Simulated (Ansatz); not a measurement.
## Band-structure calculation, with input and output: MoSe$_{2}$

The run: band-structure calculation of MoSe$_{2}$ (6 atoms in the cell). Method and program: DFT, PBE, plane waves, PAW, no spin polarisation (Ansatz 0.2.0).

The structure was built on a prototype by a generator. The geometry comes from this level: r2scan-rvv10. Figures and captions count atoms from 1; the log counts them from 0 in places.

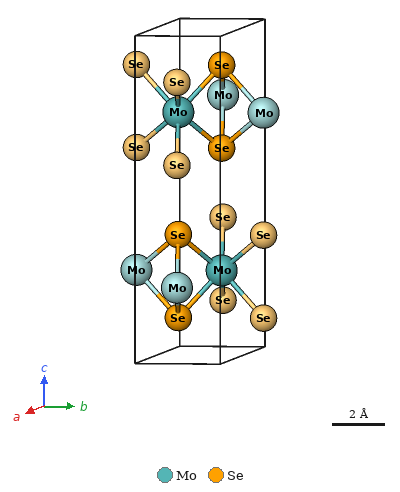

*The structure (ball-and-stick view of the cell of the calculation, seen at an oblique angle; neighbours outside the cell are drawn fainter).*

Near neighbours in the crystal (not all of them lie inside the picture): Mo has 6 Se at 2.53 Å; Se has 3 Mo at 2.53 Å.

**The input**
```yaml
crystal:
  lattice:
    - [3.3053967699, 0.0, 0.0]
    - [-1.652698385, 2.8625575724, 0.0]
    - [0.0, 0.0, 13.087830961]
  atoms:
    - { symbol: Mo, position: [0.3333333333, 0.6666666667, 0.25] }
    - { symbol: Mo, position: [0.6666666667, 0.3333333333, 0.75] }
    - { symbol: Se, position: [0.6666666667, 0.3333333333, 0.3766314215] }
    - { symbol: Se, position: [0.6666666667, 0.3333333333, 0.1233685785] }
    - { symbol: Se, position: [0.3333333333, 0.6666666667, 0.8766314215] }
    - { symbol: Se, position: [0.3333333333, 0.6666666667, 0.6233685785] }
kpoints:
  mp_grid: { grid: [12, 12, 2] }
  band_path:
    path:
      - [[0.0, 0.0, 0.0], [0.5, -1.337998436069e-17, 1.513926334247e-18], [0.3333333333333, 0.3333333333333, 3.027852668495e-18], [0.0, 0.0, 0.0], [3.40466180499e-52, -3.865973912585e-36, 0.5], [0.5, -1.33068804707e-17, 0.5], [0.3333333333333, 0.3333333333333, 0.5], [3.40466180499e-52, -3.865973912585e-36, 0.5]]
      - [[0.5, -1.33068804707e-17, 0.5], [0.5, -1.337998436069e-17, 1.513926334247e-18]]
      - [[0.3333333333333, 0.3333333333333, 0.5], [0.3333333333333, 0.3333333333333, 3.027852668495e-18]]
    npoints: 10
hamiltonian:
  xc: pbe
scf:
  occupations: { method: fermi_dirac, width: 0.02 }
  n_extra_bands: 5
output:
  forces: true
  stress: true
  eigenvalues: true
  write_density: true
  write_potential: true
  elf: true
  volumetric_format: npy
```

Hardware: 8 threads of Intel Xeon (Sapphire Rapids), 64 GiB of memory available, shared host.

Launch command:
```bash
ansatz run input.yaml --threads 8 --pin off --max-ram 12902MiB --backend cpu --events-out ev --progress --plain --runs-dir out
```

**Log**
```
scf.n_extra_bands = 5 over 46 filled bands (N_el = 92.0): the run solves 51 bands
Engine: ansatz 0.2.0, x86_64-unknown-linux-gnu
Pseudopotentials: kind: paw
Pseudopotential: Mo, paw, valence charge 14, recommended cutoff 420 eV (normal), Mo.paw.azcp
Pseudopotential: Se, paw, valence charge 16, recommended cutoff 420 eV (normal), Se.paw.azcp
Functional definition: PBE
  parameter kappa = 0.804
  parameter beta = 0.06672455060314922
  exchange = pbe_x(kappa = kappa, mu = beta*pi^2/3)
  correlation = pbe_c(beta = beta)
Crystal: 6 atoms, lattice volume = 123.836 Å³
Basis set: ecut = 420 eV, 2491 PW (Γ), exchange–correlation on 48×48×180 points (8 copies of the dense FFT grid, shifted against one another)
Bands: 51, of which v1, the nominal top of the filled ones, is band 46 counted from 1 (45 counted from 0)
Symmetry: 24 space group operations
Space group: P63/mmc (ITA 194), of the structure as read, at distance tolerance 5.0e-5 Å
k-points: 38 of 288
Non-local potential: Mo, projectors of the file, l = 0: 3, l = 1: 2, l = 2: 2, l = 3: 1
Non-local potential: Se, projectors of the file, l = 0: 2, l = 1: 2, l = 2: 3, l = 3: 1
PAW form: soft (Blöchl's): semilocal exchange-correlation on the pseudo side does not see the compensation charge
PAW one-centre angular grid: Mo, 590 points (default); XC on 64 Gauss nodes
PAW one-centre angular grid: Se, 590 points (default); XC on 64 Gauss nodes
Initial density: superposition of atomic densities (neutral atoms: chi_scale 0, normalization atom), corrected by the library's trained network
Initial wavefunctions: pseudopotential atomic-orbital guess
Functional: x = pbe(κ = 0.804, μ = 0.2195149727645171), c = pbe(β = 0.06672455060314922)
SCF iter   1: F=—  HF=-31792.376753 eV  |F-HF|=—  |Δ(HF+E_count)|=         —  Δρ=4.80e-3  dr2=9.16e-3  ethr=1.77e-3  ⟨swp⟩=6.2  Hψ=6880  notcnv=0
preconditioner: auto → Resta (q_TF=auto, 2.596 Å⁻¹)  ε∞=8.6  [insulator: Δε(μ)=0.918 eV  Ē_g=7.245 eV  σ=0.020 eV  W_gap=1.00  n_scr=40 (ndim 8)  ℏωp=20.0 eV  f_vac=0.057  D(μ)=0.00/eV (n_scr^D=0)  ε∞_Penn≈8.6]
SCF iter   2: F=—  HF=-31792.385686 eV  |F-HF|=—  |Δ(HF+E_count)|=   8.93e-3  Δρ=2.76e-3  dr2=2.53e-3  ethr=9.95e-6  ⟨swp⟩=2.0  Hψ=3239  notcnv=0  defer=33
SCF iter   3: F=—  HF=-31792.389150 eV  |F-HF|=—  |Δ(HF+E_count)|=   3.46e-3  Δρ=1.17e-3  dr2=7.43e-4  ethr=2.75e-6  ⟨swp⟩=2.0  Hψ=2532  notcnv=0  defer=33
SCF iter   4: F=—  HF=-31792.389866 eV  |F-HF|=—  |Δ(HF+E_count)|=   7.15e-4  Δρ=8.63e-5  dr2=8.34e-6  ethr=8.07e-7  ⟨swp⟩=2.2  Hψ=2769  notcnv=0  defer=33
SCF iter   5: F=—  HF=-31792.389794 eV  |F-HF|=—  |Δ(HF+E_count)|=   7.22e-5  Δρ=3.32e-5  dr2=2.21e-6  ethr=9.06e-9  ⟨swp⟩=2.0  Hψ=3575  notcnv=0  defer=33
SCF iter   6: F=—  HF=-31792.389794 eV  |F-HF|=—  |Δ(HF+E_count)|=   1.85e-8  Δρ=1.28e-5  dr2=3.92e-7  ethr=2.40e-9  ⟨swp⟩=2.0  Hψ=3577  notcnv=0  defer=33
SCF iter   7: F=-31792.389794 eV  HF=-31792.389794 eV  |F-HF|=1.43e-8  |Δ(HF+E_count)|=   2.03e-7  Δρ=4.48e-6  dr2=5.95e-8  ethr=1.09e-10  ⟨swp⟩=11.3  Hψ=12808  notcnv=0
SCF 1 converged in 7 iterations: F = -31792.389794 eV  dr2 = 5.95e-8
  greatest PAW one-centre occupation: 1.000 electrons in one spin orbital (limit 2), on the Se atom at site 4 (counted from 0), in its partial waves of l = 2
```

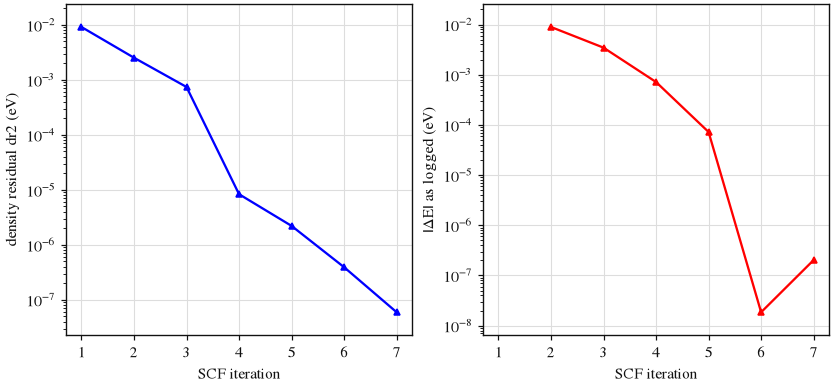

*Convergence of the self-consistent field: density residual dr2 and size of the energy change against the SCF iteration.*

The residual falls at every step.

```
NSCF: frozen V_eff on 93 k-points
SCF converged after 7 iterations
Free energy (F): -31792.389794 eV
Harris-Foulkes:  -31792.389794 eV  (|F-HF|=1.43e-8)
Internal energy: -31792.389794 eV  (E = F + TS)
E sigma→0 (E₀):  -31792.389794 eV
Fermi energy:    12.466188 eV
--- Per-component energies (eV) ---
  E_band       = -1663.307324
  E_kinetic    = 1359.282256
  E_local      = -12137.605501  (includes V_loc(G=0)·N_el)
  E_nonlocal   = -2095.762743
  E_hartree    = 5738.701616
  E_xc         = -785.865077
  E_vxc        = -853.580090  (∫ρ·V_xc dr)
  E_paw        = -14048.331693  (= ΣΔE_a)
  E_vpaw       = 586.970750  (= ΣTr[D̂ρ^β])
  E_aug_tail   = -0.002276  (compensation charges beyond the density's cutoff)
  E_ewald      = -9822.806377
  E_smearing   = -0.000000  (= −TS)
  E_closure    = -0.000000  (closes the sum)
  Σ components = -31792.389794   (vs F -31792.389794, Δ=0.00e0)
--- Forces (eV/Å), atoms counted from 1 ---
  atom   1  Mo     0.00000000     0.00000000     0.00000000
  atom   2  Mo    -0.00000000     0.00000000     0.00000000
  atom   3  Se    -0.00000000    -0.00000000     0.19433762
  atom   4  Se    -0.00000000    -0.00000000    -0.19433762
  atom   5  Se     0.00000000     0.00000000     0.19433762
  atom   6  Se     0.00000000     0.00000000    -0.19433762
  max |Σ_I F_I| component: 3.47e-18 eV/Å
--- Stress (GPa, compression-positive) ---
        2.079563       0.000000       0.000000
        0.000000       2.079563       0.000000
        0.000000       0.000000       3.639640
  P = ⅓ Tr σ = 2.5996 GPa (25.996 kbar)
--- Band table (eV; the first three rows and the last of 38) ---
  k-point 0: bands = ["-49.1548", "-49.1548", "-35.7285", "-35.7285", "-35.7285", "-35.7285", "-35.7281", "-35.7281", "-35.7281", "-35.7281", "-35.6905", "-35.6905", "-35.6903", "-35.6903", "-35.6895", "-35.6895", "-35.6893", "-35.6893", "-35.6756", "-35.6754", "-35.6733", "-35.6731", "-23.3068", "-23.3068", "-23.1344", "-23.1344", "-23.1344", "-23.1344", "-2.7275", "-2.4876", "-1.7591", "-1.3950", "5.6825", "6.6917", "8.8070", "9.4661", "9.4661", "9.4794", "9.4794", "10.4525", "10.4525", "10.4916", "10.4916", "11.0207", "11.1678", "12.0270", "14.4916", "14.4916", "14.5476", "14.5476", "14.6901"]
  k-point 1: bands = ["-49.1548", "-49.1548", "-35.7285", "-35.7285", "-35.7285", "-35.7285", "-35.7281", "-35.7281", "-35.7281", "-35.7281", "-35.6904", "-35.6904", "-35.6904", "-35.6904", "-35.6894", "-35.6894", "-35.6894", "-35.6894", "-35.6755", "-35.6755", "-35.6732", "-35.6732", "-23.3068", "-23.3068", "-23.1344", "-23.1344", "-23.1344", "-23.1344", "-2.6267", "-2.6267", "-1.5592", "-1.5592", "6.0966", "6.0966", "9.4726", "9.4726", "9.4726", "9.4726", "9.7514", "9.7514", "10.4721", "10.4721", "10.4721", "10.4721", "11.8415", "11.8415", "14.5088", "14.5088", "14.5088", "14.5088", "14.7845"]
  k-point 2: bands = ["-49.1533", "-49.1533", "-35.7284", "-35.7284", "-35.7282", "-35.7282", "-35.7282", "-35.7281", "-35.7279", "-35.7278", "-35.6906", "-35.6905", "-35.6904", "-35.6903", "-35.6896", "-35.6895", "-35.6894", "-35.6893", "-35.6755", "-35.6753", "-35.6732", "-35.6730", "-23.3030", "-23.3030", "-23.1517", "-23.1517", "-23.1383", "-23.1383", "-2.6323", "-2.3942", "-1.7034", "-1.3486", "5.7992", "6.8062", "8.6777", "9.2161", "9.2394", "9.5584", "9.5772", "10.0358", "10.2934", "10.3380", "10.5063", "11.0366", "11.3507", "11.8738", "14.2693", "14.2972", "14.3699", "14.4843", "14.5322"]
  k-point 37: bands = ["-49.1296", "-49.1296", "-35.7265", "-35.7265", "-35.7258", "-35.7258", "-35.7256", "-35.7256", "-35.7254", "-35.7254", "-35.6920", "-35.6920", "-35.6911", "-35.6911", "-35.6905", "-35.6905", "-35.6899", "-35.6899", "-35.6734", "-35.6734", "-35.6709", "-35.6709", "-23.3273", "-23.3273", "-23.2939", "-23.2939", "-23.2427", "-23.2427", "-0.5864", "-0.5864", "-0.4807", "-0.4807", "6.5724", "6.5724", "7.0740", "7.0740", "7.6553", "7.6553", "8.0183", "8.0183", "8.8687", "8.8687", "9.5156", "9.5156", "11.6309", "11.6309", "13.1235", "13.1235", "14.2166", "14.2166", "14.7397"]
```

**File v_z.tsv**
```
# z_ang	v_es[eV]	v_tot[eV]
# format = ansatz-planar-average/11
# xc	pbe
# density_cutoff_ev	1680
# datasets	Mo=:simpson_from_first_knot:soft	Se=:simpson_from_first_knot:soft
# lattice	3.305396770	0.000000000	0.000000000
# lattice	-1.652698385	2.862557572	0.000000000
# lattice	0.000000000	0.000000000	13.087830961
# sites	6
# site	42	-0.000000000	1.908371715	3.271957740
# site	42	1.652698385	0.954185857	9.815873221
# site	34	1.652698385	0.954185857	4.929288379
# site	34	1.652698385	0.954185857	1.614627101
# site	34	-0.000000000	1.908371715	11.473203860
# site	34	-0.000000000	1.908371715	8.158542582
0.000000	1.616056e1	1.082001e1
0.145420	1.607412e1	1.058577e1
0.290841	1.580302e1	9.883752e0
0.436261	1.529332e1	8.766454e0
0.581681	1.441925e1	7.153789e0
0.727102	1.288557e1	4.749572e0
0.872522	1.091822e1	1.892299e0
1.017942	9.278727e0	-5.943207e-1
1.163363	8.258234e0	-2.433798e0
1.308783	7.673038e0	-3.773210e0
1.454203	7.318765e0	-4.716192e0
1.599624	7.096071e0	-5.293040e0
1.745044	6.927562e0	-5.560742e0
1.890464	6.765168e0	-5.600220e0
2.035885	6.582215e0	-5.520439e0
2.181305	6.425300e0	-5.424575e0
2.326726	6.248914e0	-5.508579e0
2.472146	5.636792e0	-6.228123e0
2.617566	3.955082e0	-8.210239e0
2.762987	1.285372e0	-1.131743e1
2.908407	-1.504334e0	-1.455351e1
3.053827	-3.721210e0	-1.711807e1
3.199248	-4.940337e0	-1.852903e1
3.344668	-4.940337e0	-1.852903e1
3.490088	-3.721210e0	-1.711807e1
3.635509	-1.504334e0	-1.455351e1
3.780929	1.285372e0	-1.131743e1
3.926349	3.955082e0	-8.210239e0
4.071770	5.636792e0	-6.228123e0
4.217190	6.248914e0	-5.508579e0
4.362610	6.425300e0	-5.424575e0
4.508031	6.582215e0	-5.520439e0
4.653451	6.765168e0	-5.600220e0
4.798871	6.927562e0	-5.560742e0
4.944292	7.096071e0	-5.293040e0
5.089712	7.318765e0	-4.716192e0
5.235132	7.673038e0	-3.773210e0
5.380553	8.258234e0	-2.433798e0
5.525973	9.278727e0	-5.943207e-1
5.671393	1.091822e1	1.892299e0
5.816814	1.288557e1	4.749572e0
5.962234	1.441925e1	7.153789e0
6.107654	1.529332e1	8.766454e0
6.253075	1.580302e1	9.883752e0
6.398495	1.607412e1	1.058577e1
6.543915	1.616056e1	1.082001e1
6.689336	1.607412e1	1.058577e1
6.834756	1.580302e1	9.883752e0
6.980177	1.529332e1	8.766454e0
7.125597	1.441925e1	7.153789e0
7.271017	1.288557e1	4.749572e0
7.416438	1.091822e1	1.892299e0
7.561858	9.278727e0	-5.943207e-1
7.707278	8.258234e0	-2.433798e0
7.852699	7.673038e0	-3.773210e0
7.998119	7.318765e0	-4.716192e0
8.143539	7.096071e0	-5.293040e0
8.288960	6.927562e0	-5.560742e0
8.434380	6.765168e0	-5.600220e0
8.579800	6.582215e0	-5.520439e0
8.725221	6.425300e0	-5.424575e0
8.870641	6.248914e0	-5.508579e0
9.016061	5.636792e0	-6.228123e0
9.161482	3.955082e0	-8.210239e0
9.306902	1.285372e0	-1.131743e1
9.452322	-1.504334e0	-1.455351e1
9.597743	-3.721210e0	-1.711807e1
9.743163	-4.940337e0	-1.852903e1
9.888583	-4.940337e0	-1.852903e1
10.034004	-3.721210e0	-1.711807e1
10.179424	-1.504334e0	-1.455351e1
10.324844	1.285372e0	-1.131743e1
10.470265	3.955082e0	-8.210239e0
10.615685	5.636792e0	-6.228123e0
10.761105	6.248914e0	-5.508579e0
10.906526	6.425300e0	-5.424575e0
11.051946	6.582215e0	-5.520439e0
11.197366	6.765168e0	-5.600220e0
11.342787	6.927562e0	-5.560742e0
11.488207	7.096071e0	-5.293040e0
11.633628	7.318765e0	-4.716192e0
11.779048	7.673038e0	-3.773210e0
11.924468	8.258234e0	-2.433798e0
12.069889	9.278727e0	-5.943207e-1
12.215309	1.091822e1	1.892299e0
12.360729	1.288557e1	4.749572e0
12.506150	1.441925e1	7.153789e0
12.651570	1.529332e1	8.766454e0
12.796990	1.580302e1	9.883752e0
12.942411	1.607412e1	1.058577e1
```

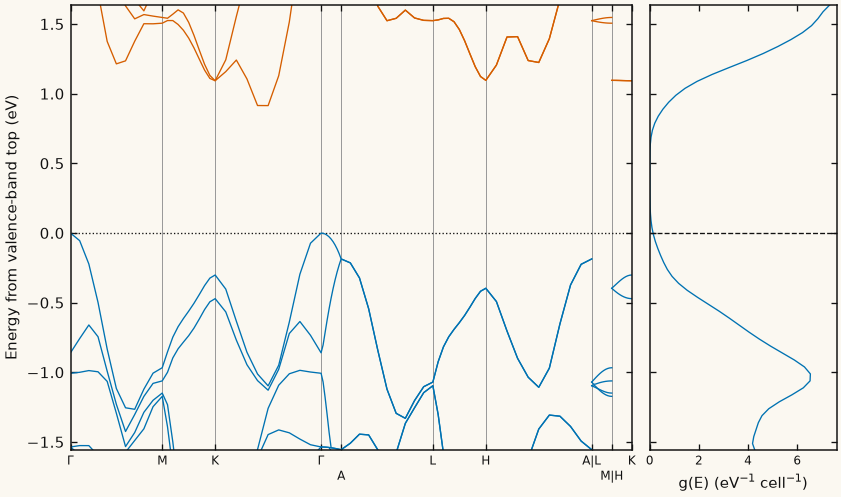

*Band structure along Γ–M–K–Γ–A–L–H–A|L–M|H–K and density of states (the curve is built from the levels of the k mesh with Gaussians 0.3 eV wide, which also blur the band edges), with energies from the valence-band top.*

There is a gap of 0.92 eV on this path, indirect, from Γ to between K and Γ.

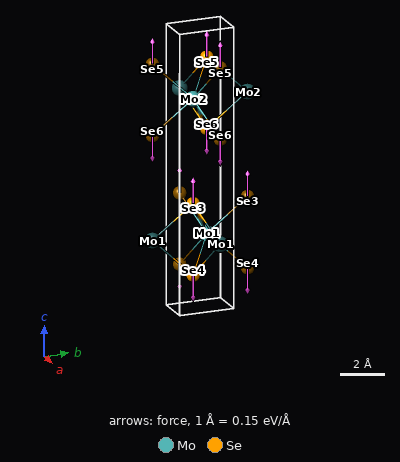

*Forces on the atoms as pink arrows (ball-and-stick view of the cell of the calculation, seen slightly off an axis; neighbours outside the cell are drawn fainter; atoms are numbered from 1 in the order of the input).*

The largest act on all 4 Se atoms (0.19 eV/Å). The geometry is not a stationary point of this energy.

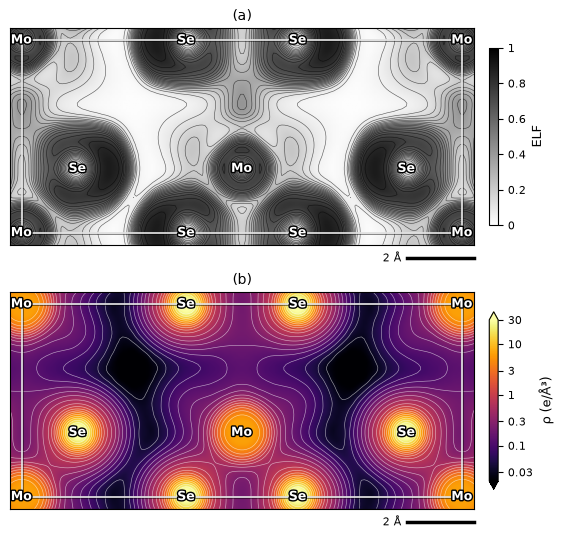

*(a) ELF; (b) valence electron density on the (110) plane of the conventional cell.*

The section cuts through Mo and Se sites. Mo–Se (2.53 Å): ρ at the midpoint is about 0.53 e/Å³; the ELF is about 0.50 at the midpoint. Away from the nuclei the density in this plane falls to 0.01 e/Å³ at its lowest. The strong features right at Mo lie inside the PAW spheres (semicore, d or f shells) and say nothing about bonding. The fields are those of the smooth PAW valence density.

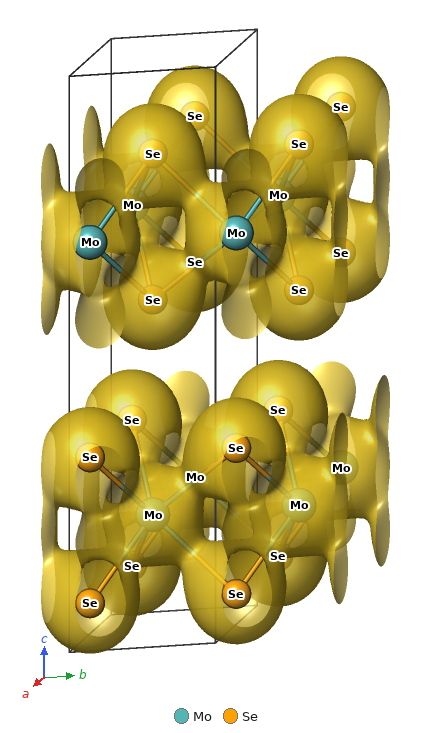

*Isosurface of the valence charge density (pseudo) at 0.4 e/Å³ (yellow), seen slightly off an axis. Sticks mark near contacts. The outline is the cell set on symmetry axes.*

At this value the density is joined into sheets; it holds about 85 % of the electrons treated as valence (semicore included). On the grid the lowest density along these lines, outside the cores, is 0.53 e/Å³ (Mo–Se, 2.53 Å).

**Key numbers**

| quantity | value |
| --- | --- |
| outcome | converged |
| space group (tolerance 0.01 Å) | P6₃/mmc (194) |
| electrons treated | 92 |
| free energy | −31792.3898 eV |
| Fermi energy | 12.466 eV |
| gap on the k-point mesh | 0.92 eV |
| pressure | 2.60 GPa |
| largest force (length of the vector) | 0.194 eV/Å |
| wall time | 2.8 s (CPU time 17 s) |
| peak memory | 0.87 GiB |
